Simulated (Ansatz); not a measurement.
**CoSi: a failed or faulty run and its cure**

System: CoSi (2 atoms in the cell).
Method of the first run: DFT, PBE, all-electron datasets made for the crystal, no spin polarisation (Ansatz 0.2.0).

The run did not end well. Text and figures count atoms from 1; the logs count them from 0 in places.

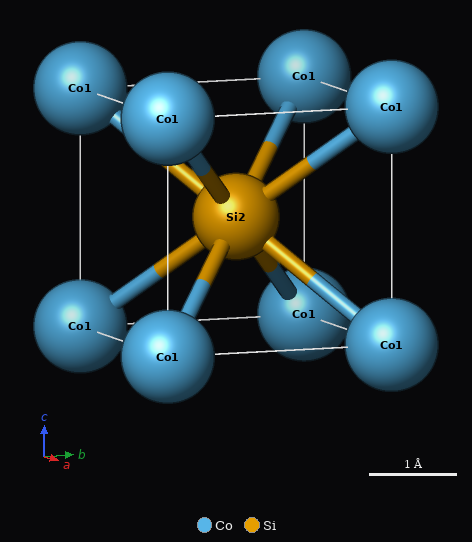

The structure (ball-and-stick view of the cell of the calculation, seen slightly off an axis; atoms are numbered from 1 in the order of the input). Near neighbours in the crystal (not all of them lie inside the picture): Co has 8 Si at 2.41 Å; Si has 8 Co at 2.41 Å.

## Input, the first run
```yaml
crystal:
  lattice:
    - [2.7803781644, 0.0, 0.0]
    - [0.0, 2.7803781644, 0.0]
    - [0.0, 0.0, 2.7803781644]
  atoms:
    - { symbol: Co, position: [0.0, 0.0, 0.0] }
    - { symbol: Si, position: [0.5, 0.5, 0.5] }
kpoints:
  mp_grid: { grid: [14, 14, 14] }
scf:
  occupations: { method: fermi_dirac, width: 0.1 }
  mixing: { algorithm: anderson, beta: 0.005, ndim: 1 }
  max_iter: 75
hamiltonian:
  xc: pbe
  pseudopotentials: { kind: all_electron, datasets: crystal }
output:
  forces: true
  stress: true
  eigenvalues: true
```

Launched with:
```bash
ansatz run input.yaml --threads 1 --pin off --max-ram 2048MiB --backend cpu --events-out ev --progress --plain --runs-dir out
```

Hardware: 1 thread of Arm Neoverse V1, 24 GiB of memory available, shared host.

## Output, shortened to warnings, some set-up lines, iterations and results (the first run)
```
Error: did not converge after 75 iterations: dr2 = 9.45e-1 (threshold 6.25e-8), under the density mixer `anderson`; raise `scf.max_iter`, which need not help a stalled SCF, or adjust the mixing (`scf.mixing`) or, under a smearing, its width (`scf.occupations.width`, in either direction: another width is another result); this SCF holds its density and magnetisation to the symmetry operations that …
Basis set: ecut = 340 eV, 305 PW (Γ), exchange–correlation on 36×36×36 points (8 copies of the dense FFT grid, shifted against one another)
Symmetry: 48 space group operations
k-points: 120 of 2744
Initial density: superposition of atomic densities (neutral atoms: chi_scale 0, normalization atom)
[...]
SCF iter   1: F=—  HF=-45812.225396 eV  |F-HF|=—  |Δ(HF+E_count)|=         —  Δρ=2.42e-1  dr2=1.16e1  ethr=3.11e-2  ⟨swp⟩=2.1  Hψ=11163  notcnv=0
SCF iter   2: F=—  HF=-45812.159278 eV  |F-HF|=—  |Δ(HF+E_count)|=   6.61e-2  Δρ=2.37e-1  dr2=1.11e1  ethr=3.11e-2  ⟨swp⟩=2.0  Hψ=4251  notcnv=0
SCF iter   3: F=—  HF=-45812.094641 eV  |F-HF|=—  |Δ(HF+E_count)|=   6.46e-2  Δρ=2.32e-1  dr2=1.06e1  ethr=3.11e-2  ⟨swp⟩=2.0  Hψ=3290  notcnv=0
SCF iter   4: F=—  HF=-45812.033230 eV  |F-HF|=—  |Δ(HF+E_count)|=   6.14e-2  Δρ=2.27e-1  dr2=1.02e1  ethr=3.11e-2  ⟨swp⟩=2.0  Hψ=3239  notcnv=0
SCF iter   5: F=—  HF=-45811.974936 eV  |F-HF|=—  |Δ(HF+E_count)|=   5.83e-2  Δρ=2.23e-1  dr2=9.76e0  ethr=3.11e-2  ⟨swp⟩=2.0  Hψ=3146  notcnv=0
[... 65 lines ...]
SCF iter  71: F=—  HF=-45810.859957 eV  |F-HF|=—  |Δ(HF+E_count)|=   3.39e-3  Δρ=7.49e-2  dr2=1.04e0  ethr=3.68e-3  ⟨swp⟩=2.0  Hψ=3365  notcnv=0
SCF iter  72: F=—  HF=-45810.856657 eV  |F-HF|=—  |Δ(HF+E_count)|=   3.30e-3  Δρ=7.40e-2  dr2=1.02e0  ethr=3.59e-3  ⟨swp⟩=2.0  Hψ=3365  notcnv=0
SCF iter  73: F=—  HF=-45810.853445 eV  |F-HF|=—  |Δ(HF+E_count)|=   3.21e-3  Δρ=7.31e-2  dr2=9.91e-1  ethr=3.50e-3  ⟨swp⟩=2.0  Hψ=3365  notcnv=0
SCF iter  74: F=—  HF=-45810.850318 eV  |F-HF|=—  |Δ(HF+E_count)|=   3.13e-3  Δρ=7.23e-2  dr2=9.68e-1  ethr=3.42e-3  ⟨swp⟩=2.0  Hψ=3362  notcnv=0
SCF iter  75: F=—  HF=-45810.847270 eV  |F-HF|=—  |Δ(HF+E_count)|=   3.05e-3  Δρ=7.15e-2  dr2=9.45e-1  ethr=3.34e-3  ⟨swp⟩=2.0  Hψ=3387  notcnv=0
Error: did not converge after 75 iterations: dr2 = 9.45e-1 (threshold 6.25e-8), under the density mixer `anderson`; raise `scf.max_iter`, which need not help a stalled SCF, or adjust the mixing (`scf.mixing`) or, under a smearing, its width (`scf.occupations.width`, in either direction: another …
```

### What went wrong, and how is the input to be mended?

A setting was made wrong on purpose: mixing far too weak (`scf.mixing`). So small a step barely moves the density in each iteration. The run did not converge: “did not converge after 75 iterations: dr2 = 9.45e-1 (threshold 6.25e-8), under the density mixer `anderson`; raise `scf.max_iter`, which need not help a stalled SCF, or adjust the mixing (`scf.mixing`) or, under a smearing, its width (`scf.occupations.width`, in either direction: another width is another result) …” Its last values are not results.

A run of the same system that converges differs from this input as follows (lines with − go, lines with + come):
```diff
-  mixing: { algorithm: anderson, beta: 0.005, ndim: 1 }
-  max_iter: 75
```

## Output, shortened to warnings, some set-up lines, iterations and results (the second run)
```
Basis set: ecut = 340 eV, 305 PW (Γ), exchange–correlation on 36×36×36 points (8 copies of the dense FFT grid, shifted against one another)
Symmetry: 48 space group operations
k-points: 120 of 2744
Initial density: superposition of atomic densities (neutral atoms: chi_scale 0, normalization atom)
[...]
SCF iter   1: F=—  HF=-45812.225396 eV  |F-HF|=—  |Δ(HF+E_count)|=         —  Δρ=2.42e-1  dr2=1.16e1  ethr=3.11e-2  ⟨swp⟩=2.1  Hψ=11163  notcnv=0
SCF iter   2: F=—  HF=-45813.901402 eV  |F-HF|=—  |Δ(HF+E_count)|=    1.68e0  Δρ=2.35e-1  dr2=1.12e1  ethr=3.11e-2  ⟨swp⟩=3.1  Hψ=5722  notcnv=0
SCF iter   3: F=—  HF=-45810.941163 eV  |F-HF|=—  |Δ(HF+E_count)|=    2.96e0  Δρ=6.22e-2  dr2=8.57e-1  ethr=3.04e-3  ⟨swp⟩=2.0  Hψ=8977  notcnv=0
SCF iter   4: F=—  HF=-45810.694576 eV  |F-HF|=—  |Δ(HF+E_count)|=   2.47e-1  Δρ=3.57e-2  dr2=2.93e-1  ethr=2.96e-3  ⟨swp⟩=3.0  Hψ=5385  notcnv=0
SCF iter   5: F=—  HF=-45810.654721 eV  |F-HF|=—  |Δ(HF+E_count)|=   3.99e-2  Δρ=2.34e-3  dr2=1.02e-3  ethr=1.01e-3  ⟨swp⟩=2.2  Hψ=4570  notcnv=0
SCF iter   6: F=—  HF=-45810.659888 eV  |F-HF|=—  |Δ(HF+E_count)|=   5.17e-3  Δρ=3.92e-3  dr2=3.30e-3  ethr=3.53e-6  ⟨swp⟩=3.0  Hψ=5562  notcnv=0
SCF iter   7: F=—  HF=-45810.660009 eV  |F-HF|=—  |Δ(HF+E_count)|=   1.20e-4  Δρ=2.27e-3  dr2=1.29e-3  ethr=3.53e-6  ⟨swp⟩=2.0  Hψ=4075  notcnv=0
SCF iter   8: F=—  HF=-45810.659857 eV  |F-HF|=—  |Δ(HF+E_count)|=   1.51e-4  Δρ=4.47e-4  dr2=5.12e-5  ethr=3.53e-6  ⟨swp⟩=2.0  Hψ=4811  notcnv=0
SCF iter   9: F=—  HF=-45810.659848 eV  |F-HF|=—  |Δ(HF+E_count)|=   8.94e-6  Δρ=8.92e-5  dr2=2.27e-6  ethr=1.77e-7  ⟨swp⟩=2.1  Hψ=4092  notcnv=0
SCF iter  10: F=—  HF=-45810.659848 eV  |F-HF|=—  |Δ(HF+E_count)|=   1.82e-7  Δρ=1.43e-5  dr2=3.06e-8  ethr=7.84e-9  ⟨swp⟩=3.0  Hψ=4336  notcnv=0
SCF iter  11: F=-45810.659848 eV  HF=-45810.659848 eV  |F-HF|=6.10e-9  |Δ(HF+E_count)|=   7.31e-9  Δρ=6.88e-6  dr2=9.66e-9  ethr=1.06e-10  ⟨swp⟩=3.2  Hψ=5214  notcnv=0
SCF 1 converged in 11 iterations: F = -45810.659850 eV  dr2 = 9.66e-9
  Residual-converged pass: ⟨swp⟩=3.1  Hψ=4296  notcnv=0  max |occ|·‖R‖ = 5.3e-6 eV (tolerance 5.3e-6 eV)  dr2=9.40e-9  dr2_onsite=2.46e-9  max |Δocc| = 3.7e-10
SCF converged after 11 iterations
Free energy (F): -45810.659850 eV
Harris-Foulkes:  -45810.659850 eV  (|F-HF|=6.10e-9)
Internal energy: -45810.594464 eV  (E = F + TS)
E sigma→0 (E₀):  -45810.627157 eV
Entropy (-TS):   -0.065386 eV (-32.693 meV/atom)
Past the cutoff: the bands carry plane waves up to 1.75 times it, of which those up to 1.5 times it add -0.000334 eV an atom, each by itself; the spheres take 0.000217 eV an atom off the energy for waves past 1.75 times it
By the cutoff:   a pressure is off by up to 0.008 GPa (1.2 times the spheres' own share and the shells' term, over an atom's volume, and 0.004 GPa: a bound that held against runs at twice the plane waves)
Past the cutoffs: a stress includes 0.0005 GPa for waves and charges beyond them, in addition to the slope of what the spheres take
In the spheres:  the bands' charges fall short by 1.6e-6 e at most (sound up to 1e-3)
Fermi energy:    18.740679 eV
--- Per-component energies (eV) ---
  E_band       = -866.541954
  E_kinetic    = 216.146947
  E_local      = -2212.330380  (includes V_loc(G=0)·N_el)
  E_nonlocal   = -2058.691043
  E_hartree    = 1185.204459
  E_xc         = -89.705330
  E_vxc        = -117.097567  (∫ρ·V_xc dr)
  E_paw        = -48003.873151  (= ΣΔE_a)
  E_vpaw       = -8246.234098  (= ΣTr[D̂ρ^β])
  E_ewald      = -4028.606648
  E_smearing   = -0.065386  (= −TS)
  E_closure    = 9181.260681  (closes the sum)
  Σ components = -45810.659850   (vs F -45810.659850, Δ=0.00e0)
  The terms above E_closure are by the made datasets' own strengths, without shells solved beside the bands.
--- Forces (eV/Å), atoms counted from 1 ---
  atom   1  Co    -0.00000000     0.00000000    -0.00000000
  atom   2  Si    -0.00000000    -0.00000000    -0.00000000
  max |Σ_I F_I| component: 2.05e-29 eV/Å
--- Stress (GPa, compression-positive) ---
        0.042490       0.000000       0.000000
        0.000000       0.042490      -0.000000
        0.000000      -0.000000       0.042490
  P = ⅓ Tr σ = 0.0425 GPa (0.425 kbar)
```

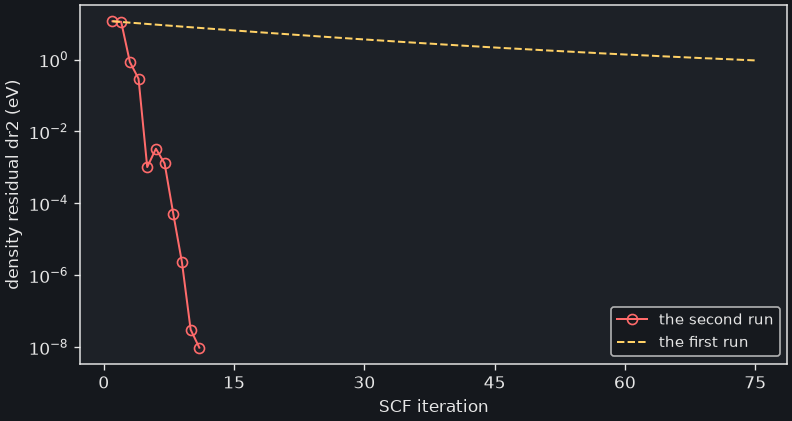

Convergence of the two runs: density residual dr2 against the SCF iteration. The second run takes 11 iterations in all, and the first run stops after 75.

## The two runs side by side

```tsv
quantity	the first run	the second run
outcome	not converged	converged
free energy per atom (eV)	–	−22905.3299
pressure (GPa)	–	0.04
volume per atom (Å³)	–	10.75
largest force (eV/Å)	–	0.000
SCF iterations	–	11
irreducible k-points	–	120
plane waves at Γ	–	305
wall time (shared host)	40 s	15 s
```

Notes on the second run: The run has no spin polarisation, so a magnetic state may lie lower.
